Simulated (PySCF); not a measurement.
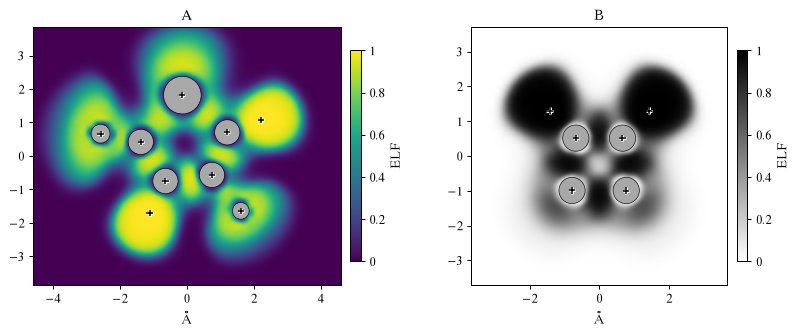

The ELF of 2 systems, each on a plane through atoms (crosses mark nuclei in the plane; grey discs cover the cores).

These are results of wB97X-D/def2-SVPD, SCF density, gas phase in PySCF 2.14.0, not measurements.

System 1: C4H6 (SMILES C1=CCC1), the plane of atoms C2, C1 and C4. Geometry: PBE0-D3(BJ)/def2-SVP.

```xyz
10

C     1.0618    0.3729   -0.2427
C    -0.0217    1.1337   -0.0242
C    -0.9355   -0.0441    0.2118
C     0.3225   -0.9280   -0.0421
H     2.1053    0.5979   -0.4810
H    -0.1950    2.2136   -0.0165
H    -1.3641   -0.1254    1.2248
H    -1.7510   -0.1747   -0.5192
H     0.2579   -1.5853   -0.9255
H     0.6445   -1.5372    0.8191
```

System 2: C4H2FOS (SMILES [O-]c1cc(F)cs1) (charge −1), the molecular plane. Geometry: GFN2-xTB.

```xyz
9

O     2.6326    0.3558    0.0245
C     1.4109    0.2547    0.0166
C     0.5425   -0.8158   -0.0656
C    -0.8170   -0.4715   -0.0391
F    -1.7982   -1.4317   -0.1123
C    -1.1204    0.8415    0.0615
S     0.3438    1.7843    0.1332
H     0.8986   -1.8285   -0.1429
H    -2.0793    1.3173    0.0989
```

Question: Which map belongs to which system?

Answer: Panel A is system 2, C4H2FOS: the plane holds O, C, F, S and H. C–O (1.23 Å): the ELF peaks at about 0.85 between the atoms; a multiple bond. Panel B is system 1, C4H6: the plane holds C and H. C–C (1.34 Å): the ELF peaks at about 0.90 between the atoms (a multiple bond).
